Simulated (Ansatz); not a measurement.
PbS

```cif
data_structure
_symmetry_space_group_name_H-M 'P 1'
_symmetry_Int_Tables_number 1
_cell_length_a 4.0605
_cell_length_b 4.0605
_cell_length_c 3.7852
_cell_angle_alpha 90.000
_cell_angle_beta 90.000
_cell_angle_gamma 120.000
_cell_volume 54.05
loop_
_atom_site_label
_atom_site_type_symbol
_atom_site_fract_x
_atom_site_fract_y
_atom_site_fract_z
_atom_site_occupancy
Pb1 Pb 0.00000 0.00000 0.00000 1
S1 S 0.66667 0.33333 0.50000 1
```

Space group P-6m2; a structure from a database of computed crystals, not necessarily the ambient phase; changed on purpose from its base cell (volume × 1.03, shape and atoms relaxed).

All numbers below come from Ansatz, DFT PBE+D3(BJ), scalar-relativistic, plane waves, PAW.

> What can the converged valence pseudo-density and electron localisation function tell about the bonding?

Pb–S (3.01 Å): ρ is about 0.21 e/Å³ halfway; the ELF peaks at about 0.85 in the valence shell of S, 0.8 Å from its nucleus, and drops to about 0.20 between the two atoms.

> Metal or insulator at this level of theory?

It is gapless in this calculation (a metal or semimetal).

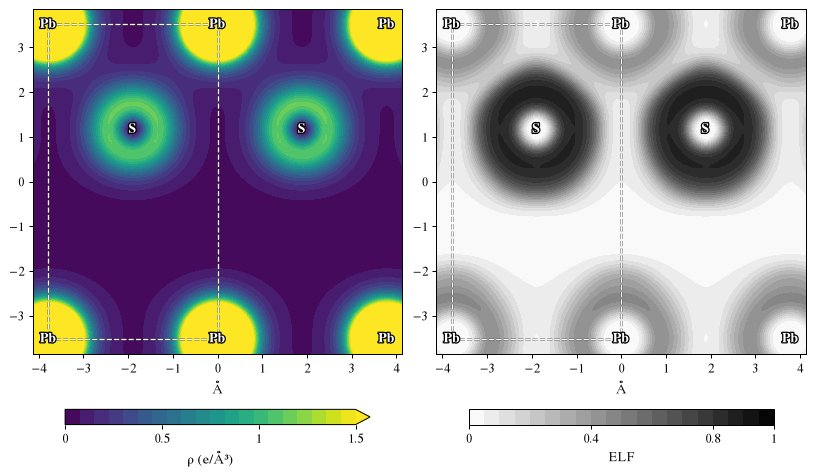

Computed valence pseudo-density and electron localisation function on the (110) plane of the conventional cell, in this order. 

In a PAW calculation such maps are meaningful between the atoms, not at the nuclei.
